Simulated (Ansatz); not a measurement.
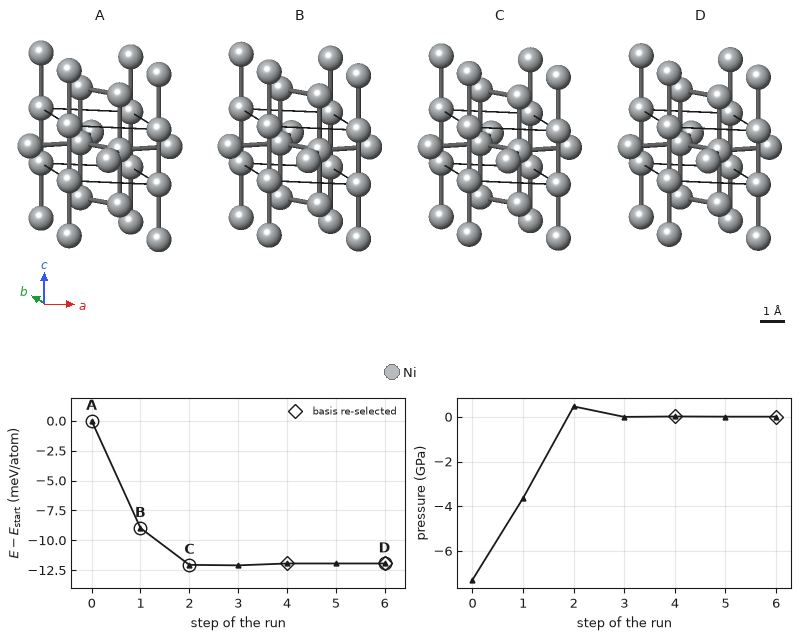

Frames of a relaxation of a crystal of Ni (a generated structure, set up in P6/mmm), marked on the history of the run. A ball-and-stick model of the cell of the calculation, seen slightly off an axis.

Phase: omega (AlB2-type).

These are results of DFT, PBEsol, plane waves (420 eV) with PAW, scalar-relativistic (Ansatz 0.2.0), not measurements.

The input:
```yaml
crystal:
  lattice:
    - [3.9540713024, 0.0, 0.0]
    - [-1.9770356512, 3.4243261962, 0.0]
    - [0.0, 0.0, 2.4238457083]
  atoms:
    - { symbol: Ni, position: [0.0, 0.0, 0.0] }
    - { symbol: Ni, position: [0.3333333333, 0.6666666667, 0.5] }
    - { symbol: Ni, position: [0.6666666667, 0.3333333333, 0.5] }
hamiltonian:
  xc: pbesol
  pseudopotentials:
    kind: paw
    azcp:
      Ni: "pseudopotentials/Ni.paw.azcp"
basis:
  ecutwfc: 420
  fft_grid_basis: typed
kpoints:
  mp_grid: { grid: [9, 9, 13], shift: [0, 0, 0] }
magnetization:
  spin_polarized: false
scf:
  occupations: { method: fermi_dirac, width: 0.1 }
relax:
  max_steps: 60
  f_tol: 0.01
  cell: {}
```

Describe the path.

No atom moves by more than 0.005 Å relative to the cell. The drawn cell changes as follows: a = b 3.954 → 3.931 Å (−0.6 %), c 2.424 → 2.364 Å (−2.5 %); the volume changes by −3.6 %. Near-neighbour distances that change, for instance: Ni1–Ni1 2.424 → 2.364 Å, Ni2–Ni3 2.283 → 2.269 Å. The space group stays P6/mmm (No. 191). Over 4 accepted moves (6 points after the start) the energy falls by 11.9 meV per atom. All forces vanish by symmetry, so only the cell relaxes. The pressure goes from −7.29 to 0.01 GPa. At 2 points the geometry stayed and the basis and grid were re-selected for the new cell (energy shift of 0.2 meV per atom at most each time). The program noted that a PAW file was made for another functional than the run's. From step 0 to 1: volume −1.9 %, energy −9.0 meV per atom. From step 1 to 2: volume −1.9 %, energy −3.1 meV per atom. From step 2 to 6: volume +0.2 %, energy +0.1 meV per atom.

```csv
step,"E − E(0), meV/atom","pressure, GPa","volume, Å³/atom",note
0,0.00,-7.29,10.940,
1,-8.97,-3.64,10.730,
2,-12.05,0.47,10.521,
3,-12.09,0.00,10.544,
4,-11.93,0.02,10.544,"same geometry, new basis"
5,-11.93,0.01,10.544,
6,-11.93,0.01,10.544,"same geometry, new basis"
```
